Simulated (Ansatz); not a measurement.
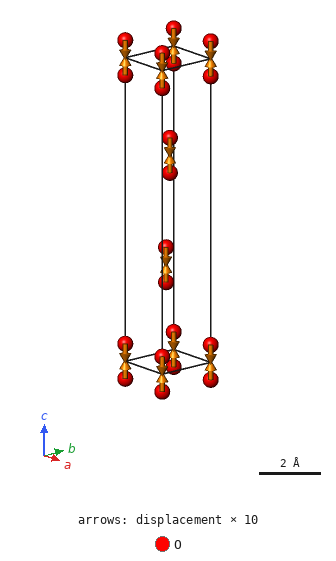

This is a relaxation of a crystal of O (set up in R-3m) (coarse preliminary run). The starting structure is drawn; orange arrows show the displacements (the part carried along by the change of the cell is left out), magnified 10 times.

The picture is a ball-and-stick view of the conventional cell (3 times the calculation's cell), seen slightly off an axis. Lengths and directions refer to the drawn axes.

All numbers below come from DFT r2SCAN, scalar-relativistic, plane waves, PAW in Ansatz. Settings: plane-wave cutoff 500 eV; k-point mesh 12 × 12 × 12; occupations gaussian; smearing width 0.1 eV; collinear spin; cell and atoms relaxed; force threshold 0.05 eV/Å; at most 80 steps.

**What did the optimiser do to the structure, and how much energy did it gain?**

The largest moves relative to the cell, 0.068 Å, are those of O atoms. The volume changes by +64.5 %, with a = b 2.847 → 3.423 Å (+20.3 %), c 10.225 → 11.631 Å (+13.8 %). Among the contacts that change: O–O 1.180 → 1.206 Å. The space group stays R-3m (No. 166). Over 6 accepted moves (8 points after the start) the energy falls by 103 meV per atom. Largest force component: 2 eV/Å at the start, 0.033 eV/Å at the end. Pressure: 12.36 GPa at the start and 0.03 GPa at the end. The SCF was repeated twice at an unchanged geometry on a basis and grid sized afresh for the cell, which shifted the energy by 11.1 meV per atom at most.
